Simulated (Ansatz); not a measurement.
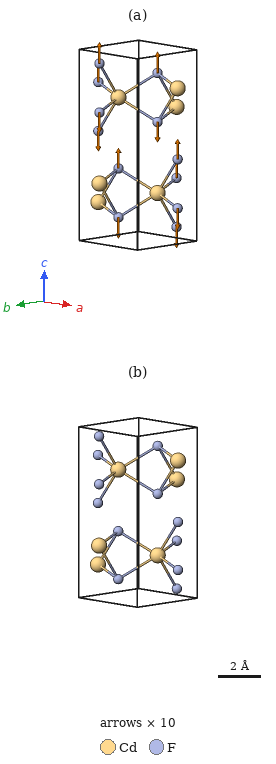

The structure of crystalline CdF$_{2}$ (built on the MoS2-164 type type) before (top) and after (bottom) a relaxation, at one scale. The orange arrows give the displacements (the part carried along by the change of the cell is left out), 10 times their true length.

Style: ball-and-stick. Shown: the cell of the calculation, from a free direction.

These are results of DFT, r2SCAN+rVV10, plane waves, PAW (Ansatz 0.2.0), not measurements. (plane-wave cutoff 500 eV; k-point mesh 12 × 12 × 4; occupations fermi dirac; smearing width 0.03 eV; no spin polarisation; cell and atoms relaxed; force threshold 0.01 eV/Å; at most 120 steps)

### Describe what moved and what it gained.

The largest moves relative to the cell, 0.11 Å, are those of F atoms. Cd stays in place. Cell: a = b 3.287 → 3.319 Å (+1.0 %), c 9.654 → 8.623 Å (−10.7 %). Volume −8.9 %. The space group (tolerance 0.01 Å) goes from P-3m1 (No. 164) to P6_3/mmc (No. 194). After 4 accepted moves (6 points after the start) the energy has fallen by 80.3 meV per cell of the calculation. Largest force component: 0.0021 eV/Å at the start, 0.0025 eV/Å at the end. The pressure goes from −1.18 to −0.01 GPa. The line search rejected the trial step at point 3 of the run. The SCF was repeated once at an unchanged geometry on a basis and grid sized afresh for the cell, which shifted the energy by 7.4 meV per cell of the calculation at most. Cost: 2.2 min on 2 threads of Intel(R) Xeon(R) Processor @ 2.70GHz (shared host), peak memory 0.85 GiB.
